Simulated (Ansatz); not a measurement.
# Residual resistivity of an alloy: Ta(100) with 4 layers of random Ta-Re, 2x2

How strongly does chemical disorder scatter in Ta(100) with 4 layers of random Ta-Re, 2x2?

Calculated with Ansatz 0.2.0; Ansatz plane-wave DFT, PBE, PAW files; ballistic transport by layer matching (Landauer), zero bias; PAW set soft_1.

### 1. The starting structure

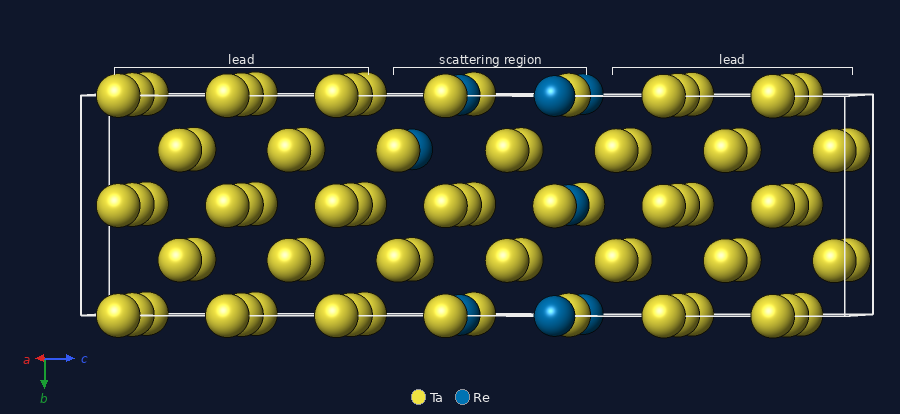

The cell as given, from the side, with the c axis across the page (tantalum yellow, rhenium blue). Some periodic images of atoms are drawn too.

The cell holds 56 atoms: 52 Ta and 4 Re. Cell: a = 6.605 Å, b = 6.605 Å, c = 23.118 Å, α = 90.0°, β = 90.0°, γ = 90.0°. It derives from Ta. Regions: lead, 40 atoms (40 Ta); scattering region, 16 atoms (4 Re and 12 Ta). The structure is stacked along c, and the current runs across the ab planes.

### 2. With 4 alloy layers

In 4 layers a share of 0.25 of the sites is given to Re at random. The layers about the cell's end stay perfect and serve as the lead. Disorder leaves little or no symmetry, which makes such runs dear. Energies from -0.05 to 0.05 eV in steps of 0.05 eV are too few for the program's thermal sum, so it prints no conductance; for a metal the transmission near the Fermi level serves, at a fraction of the cost.

Contents of input.yaml:

```yaml
crystal:
  lattice:
    - [6.60512, 0.0, 0.0]
    - [0.0, 6.60512, 0.0]
    - [0.0, 0.0, 23.11792]
  atoms:
    - { symbol: Ta, position: [0.0, 0.0, 0.0357142857] }
    - { symbol: Ta, position: [0.0, 0.5, 0.0357142857] }
    - { symbol: Ta, position: [0.5, 0.0, 0.0357142857] }
    - { symbol: Ta, position: [0.5, 0.5, 0.0357142857] }
    - { symbol: Ta, position: [0.25, 0.25, 0.1071428571] }
    - { symbol: Ta, position: [0.25, 0.75, 0.1071428571] }
    - { symbol: Ta, position: [0.75, 0.25, 0.1071428571] }
    - { symbol: Ta, position: [0.75, 0.75, 0.1071428571] }
    - { symbol: Ta, position: [0.0, 0.0, 0.1785714286] }
    - { symbol: Ta, position: [0.0, 0.5, 0.1785714286] }
    - { symbol: Ta, position: [0.5, 0.0, 0.1785714286] }
    - { symbol: Ta, position: [0.5, 0.5, 0.1785714286] }
    - { symbol: Ta, position: [0.25, 0.25, 0.25] }
    - { symbol: Ta, position: [0.25, 0.75, 0.25] }
    - { symbol: Ta, position: [0.75, 0.25, 0.25] }
    - { symbol: Ta, position: [0.75, 0.75, 0.25] }
    - { symbol: Ta, position: [0.0, 0.0, 0.3214285714] }
    - { symbol: Ta, position: [0.0, 0.5, 0.3214285714] }
    - { symbol: Ta, position: [0.5, 0.0, 0.3214285714] }
    - { symbol: Ta, position: [0.5, 0.5, 0.3214285714] }
    - { symbol: Re, position: [0.25, 0.25, 0.3928571429] }
    - { symbol: Ta, position: [0.25, 0.75, 0.3928571429] }
    - { symbol: Ta, position: [0.75, 0.25, 0.3928571429] }
    - { symbol: Ta, position: [0.75, 0.75, 0.3928571429] }
    - { symbol: Ta, position: [0.0, 0.0, 0.4642857143] }
    - { symbol: Ta, position: [0.0, 0.5, 0.4642857143] }
    - { symbol: Re, position: [0.5, 0.0, 0.4642857143] }
    - { symbol: Ta, position: [0.5, 0.5, 0.4642857143] }
    - { symbol: Ta, position: [0.25, 0.25, 0.5357142857] }
    - { symbol: Ta, position: [0.25, 0.75, 0.5357142857] }
    - { symbol: Ta, position: [0.75, 0.25, 0.5357142857] }
    - { symbol: Ta, position: [0.75, 0.75, 0.5357142857] }
    - { symbol: Re, position: [0.0, 0.0, 0.6071428571] }
    - { symbol: Ta, position: [0.0, 0.5, 0.6071428571] }
    - { symbol: Ta, position: [0.5, 0.0, 0.6071428571] }
    - { symbol: Re, position: [0.5, 0.5, 0.6071428571] }
    - { symbol: Ta, position: [0.25, 0.25, 0.6785714286] }
    - { symbol: Ta, position: [0.25, 0.75, 0.6785714286] }
    - { symbol: Ta, position: [0.75, 0.25, 0.6785714286] }
    - { symbol: Ta, position: [0.75, 0.75, 0.6785714286] }
    - { symbol: Ta, position: [0.0, 0.0, 0.75] }
    - { symbol: Ta, position: [0.0, 0.5, 0.75] }
    - { symbol: Ta, position: [0.5, 0.0, 0.75] }
    - { symbol: Ta, position: [0.5, 0.5, 0.75] }
    - { symbol: Ta, position: [0.25, 0.25, 0.8214285714] }
    - { symbol: Ta, position: [0.25, 0.75, 0.8214285714] }
    - { symbol: Ta, position: [0.75, 0.25, 0.8214285714] }
    - { symbol: Ta, position: [0.75, 0.75, 0.8214285714] }
    - { symbol: Ta, position: [0.0, 0.0, 0.8928571429] }
    - { symbol: Ta, position: [0.0, 0.5, 0.8928571429] }
    - { symbol: Ta, position: [0.5, 0.0, 0.8928571429] }
    - { symbol: Ta, position: [0.5, 0.5, 0.8928571429] }
    - { symbol: Ta, position: [0.25, 0.25, 0.9642857143] }
    - { symbol: Ta, position: [0.25, 0.75, 0.9642857143] }
    - { symbol: Ta, position: [0.75, 0.25, 0.9642857143] }
    - { symbol: Ta, position: [0.75, 0.75, 0.9642857143] }
kpoints:
  mp_grid: { grid: [4, 4, 1] }
hamiltonian:
  xc: pbe
  pseudopotentials: { kind: paw, azcp: { folder: soft_1 } }
scf:
  occupations: { method: fermi_dirac, width: 0.1 }
output:
  transmission: { leads: [[0, 4]], kmesh: [8, 8], e_range: [-0.05, 0.05], de: 0.05 }
  write_potential: true
  write_density: true
  volumetric_format: npy
```

On the command line:

```sh
ansatz run input.yaml --threads 4 --pin off --max-ram 15360MiB --backend cpu --events-out ev --progress --plain --runs-dir out
```

Numbers of over 12 decimals in the logs are rounded to 6 here.

The log of the run:

```text
Engine: ansatz 0.2.0, x86_64-unknown-linux-gnu
Pseudopotentials: kind: paw
Pseudopotential: Ta, paw, valence charge 13, recommended cutoff 420 eV (normal), soft_1/Ta.paw.azcp
Pseudopotential: Re, paw, valence charge 15, recommended cutoff 420 eV (normal), soft_1/Re.paw.azcp
Functional definition: PBE
  parameter kappa = 0.804
  parameter beta = 0.066725
  exchange = pbe_x(kappa = kappa, mu = beta*pi^2/3)
  correlation = pbe_c(beta = beta)
Crystal: 56 atoms, lattice volume = 1008.580 Å³
Basis set: ecut = 420 eV, 19677 PW (Γ)
Bands: 442, of which v1, the nominal top of the filled ones, is band 368 counted from 1 (367 counted from 0)
Symmetry: 2 space group operations
Space group: Cm (ITA 8), of the structure as read, at distance tolerance 1.0e-4 Å
k-points: 7 of 16 (time reversal used)
Non-local potential: Ta, projectors of the file, l = 0: 3, l = 1: 2, l = 2: 2, l = 3: 1
Non-local potential: Re, projectors of the file, l = 0: 3, l = 1: 2, l = 2: 2, l = 3: 1
PAW form: soft (Blöchl's): semilocal exchange-correlation on the pseudo side does not see the compensation charge
PAW one-centre angular grid: Ta, 590 points (default); XC on 64 Gauss nodes
PAW one-centre angular grid: Re, 590 points (default); XC on 64 Gauss nodes
Initial density: superposition of atomic densities (chi_scale 0.1, normalization cell, long waves of neutral atoms (reshape's long-wave potential 3.06 eV rms, cloud 3.21 Å wide))
Initial wavefunctions: pseudopotential atomic-orbital guess
Functional: x = pbe(κ = 0.804, μ = 0.219515), c = pbe(β = 0.066725)
SCF iter   1: F=—  HF=-560029.817472 eV  |F-HF|=—  |Δ(HF+E_count)|=         —  Δρ=7.39e-2  dr2=6.96e2  ethr=3.10e-3  ⟨swp⟩=6.4  Hψ=11083  notcnv=0
preconditioner: auto → Kerker (q_TF=auto, 2.589 Å⁻¹)  [metal: Δε(μ)=0.003 eV  Ē_g=4.397 eV  σ=0.100 eV  W_gap=0.01  n_scr=294 (ndim 8)  ℏωp=19.8 eV  f_vac=0.000  D(μ)=62.82/eV (n_scr^D=644)]
SCF iter   2: F=—  HF=-560014.618565 eV  |F-HF|=—  |Δ(HF+E_count)|=    1.52e1  Δρ=3.91e-2  dr2=1.61e2  ethr=3.10e-3  ⟨swp⟩=3.3  Hψ=6518  notcnv=0  defer=118
SCF iter   3: F=—  HF=-560009.493976 eV  |F-HF|=—  |Δ(HF+E_count)|=    5.12e0  Δρ=6.96e-3  dr2=1.07e0  ethr=3.10e-3  ⟨swp⟩=3.7  Hψ=9380  notcnv=0  defer=129
SCF iter   4: F=—  HF=-560009.403529 eV  |F-HF|=—  |Δ(HF+E_count)|=   9.04e-2  Δρ=1.21e-3  dr2=1.94e-2  ethr=1.45e-4  ⟨swp⟩=2.4  Hψ=5536  notcnv=0  defer=122
SCF iter   5: F=—  HF=-560009.402429 eV  |F-HF|=—  |Δ(HF+E_count)|=   1.10e-3  Δρ=3.24e-4  dr2=1.32e-3  ethr=2.64e-6  ⟨swp⟩=2.0  Hψ=3731  notcnv=0  defer=122
SCF iter   6: F=—  HF=-560009.402385 eV  |F-HF|=—  |Δ(HF+E_count)|=   4.46e-5  Δρ=4.71e-5  dr2=3.67e-5  ethr=1.79e-7  ⟨swp⟩=2.3  Hψ=5133  notcnv=0  defer=122
SCF iter   7: F=—  HF=-560009.401680 eV  |F-HF|=—  |Δ(HF+E_count)|=   7.05e-4  Δρ=1.06e-5  dr2=3.18e-6  ethr=4.99e-9  ⟨swp⟩=2.0  Hψ=4032  notcnv=0  defer=122
SCF iter   8: F=-560009.401680 eV  HF=-560009.401680 eV  |F-HF|=2.22e-8  |Δ(HF+E_count)|=   1.96e-7  Δρ=1.66e-6  dr2=3.94e-8  ethr=1.36e-11  ⟨swp⟩=12.3  Hψ=12383  notcnv=0
SCF 1 converged in 8 iterations: F = -560009.401680 eV  dr2 = 3.94e-8
  greatest PAW one-centre occupation: 1.000 electrons in one spin orbital (limit 2), on the Re atom at site 26 (counted from 0), in its partial waves of l = 0
transmission: 90 of 882 steps passed
transmission: 180 of 882 steps passed
[...]
transmission: 882 of 882 steps passed
SCF converged after 8 iterations
Free energy (F): -560009.401680 eV
Harris-Foulkes:  -560009.401680 eV  (|F-HF|=2.22e-8)
Internal energy: -560007.317958 eV  (E = F + TS)
E sigma→0 (E₀):  -560008.359819 eV
Entropy (-TS):   -2.083722 eV (-37.209 meV/atom)
Fermi energy:    18.560773 eV
--- Per-component energies (eV) ---
  E_band       = -6046.646296
  E_kinetic    = 22516.214771
  E_local      = -32560.417956  (includes V_loc(G=0)·N_el)
  E_nonlocal   = -249.912019
  E_hartree    = 11753.040951
  E_xc         = -18120.206590
  E_vxc        = -13295.095496  (∫ρ·V_xc dr)
  E_paw        = -466658.572943  (= ΣΔE_a)
  E_vpaw       = -5963.518853  (= ΣTr[D̂ρ^β])
  E_aug_tail   = 0.005268  (compensation charges beyond the density's cutoff)
  E_ewald      = -76687.469442
  E_smearing   = -2.083722  (= −TS)
  E_closure    = 0.000000  (closes the sum)
  Σ components = -560009.401680   (vs F -560009.401680, Δ=0.00e0)
--- Band table (eV; the first three rows and the last of 7) ---
  k-point 0: bands = [... 364 lower, 19.2515, 19.2539, 19.2854, 19.3178, 19.3341, 19.3721, 19.3850, 19.3935, ... 70 higher]
  k-point 1: bands = [... 364 lower, 18.8689, 18.8779, 18.8957, 18.9040, 18.9118, 18.9675, 19.0063, 19.0580, ... 70 higher]
  k-point 2: bands = [... 364 lower, 18.3593, 18.4088, 18.4478, 18.4720, 18.4921, 18.5076, 18.5908, 18.6003, ... 70 higher]
  k-point 6: bands = [... 364 lower, 17.9228, 17.9296, 17.9325, 17.9439, 17.9451, 17.9502, 17.9510, 17.9634, ... 70 higher]
--- Transmission ---
  basis      : 377 plane waves across, 42 finite elements along
  points     : 21, standing for a mesh of 8 x 8
  energies   : 3 from -0.050000 to 0.050000 eV about the Fermi level, 0.050000 eV apart; the leads are filled to 0.000000 eV, and channels, transmission and decay are at 0.000000 eV
  crystal 0  : Ta4, at the sites [0, 4], period 1.6513 Å, over 16.51 Å; its Hamiltonian steps by up to 7.3 meV
    offset         : up to 0.0000 Å between an atom of the period and one for which it stands
    channels       : 1.048438e1 a spin
    conductance    : none, the energies end too early or step too widely for 300 K: set another output.transmission.e_range or a lower de, or, where they end at an eighth of basis.ecutwfc, a higher one
  junction   : crystal 0 to crystal 0, 0.70 to 22.16 Å
    transmission   : 6.467944e0 a spin
    conductance    : none, the energies end too early or step too widely for 300 K: set another output.transmission.e_range or a lower de, or, where they end at an eighth of basis.ecutwfc, a higher one
```

Run time: 6.2 min. Hardware: 4 threads of Intel Xeon Platinum 8488C (Sapphire Rapids), shared host; peak memory 8.2 GiB; 20 min of CPU time.

The column dr2 measures how far the density is from self-consistency, as an energy; F and HF (Harris–Foulkes) agree once it is small.

This step gave:

```
free energy                                                  : -560009.4017 eV
energy at zero smearing                                      : -560008.3598 eV
Fermi energy                                                 : 18.56 eV
cell area                                                    : 43.63 Å²
transmission at the energy nearest the Fermi level, one spin : 6.468
channels at the energy nearest the Fermi level, one spin     : 10.48
step of the lead's Hamiltonian                               : 7.3 meV
```

Per spin. Table of transmission, zone mean by energy, zero at the Fermi level:

| energy (eV) | transmission, zone mean |
| --- | --- |
| -0.0500 | 6.58 |
| 0.0000 | 6.47 |
| 0.0500 | 6.23 |

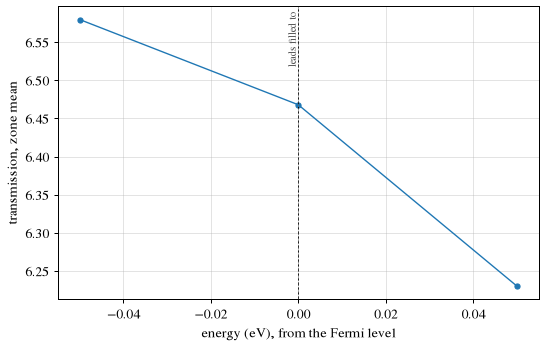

Transmission, zone mean, plotted against energy.

Per spin. Table of open channels, zone mean, lead by energy, zero at the Fermi level:

| energy (eV) | open channels, zone mean, lead |
| --- | --- |
| -0.0500 | 10.3 |
| 0.0000 | 10.5 |
| 0.0500 | 9.86 |

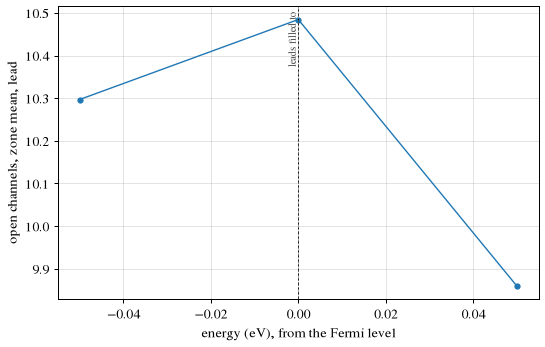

Open channels, zone mean, lead, plotted against energy.

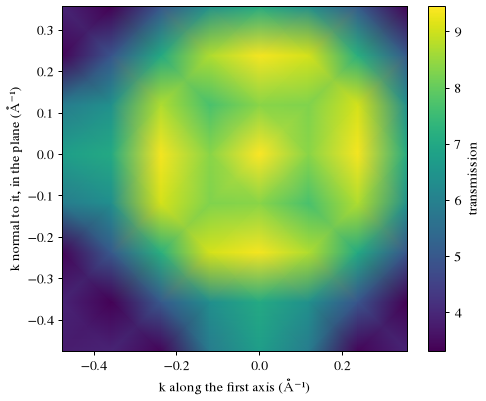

Transmission over k1 and k2. At 0.0000 eV from the Fermi level.

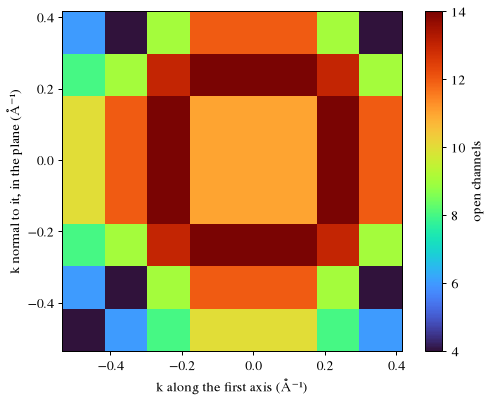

Open channels over k1 and k2. At 0.0000 eV from the Fermi level.

Over the solved energies the transmission per spin lies between 6.23 and 6.58, out of 10.2 channels of the lead on average (up to 10.5).

[end of part 1 of 2]

[Logs are printed without paths, hosts, clocks, repeated set-up lines and the standing remarks that a program may print on its own settings, such as how far it seeks lower states.]

[Hosts, paths, dates, database ids (printed as entryN), source tags and the programs' standing remarks are cut or masked in the printed files.]
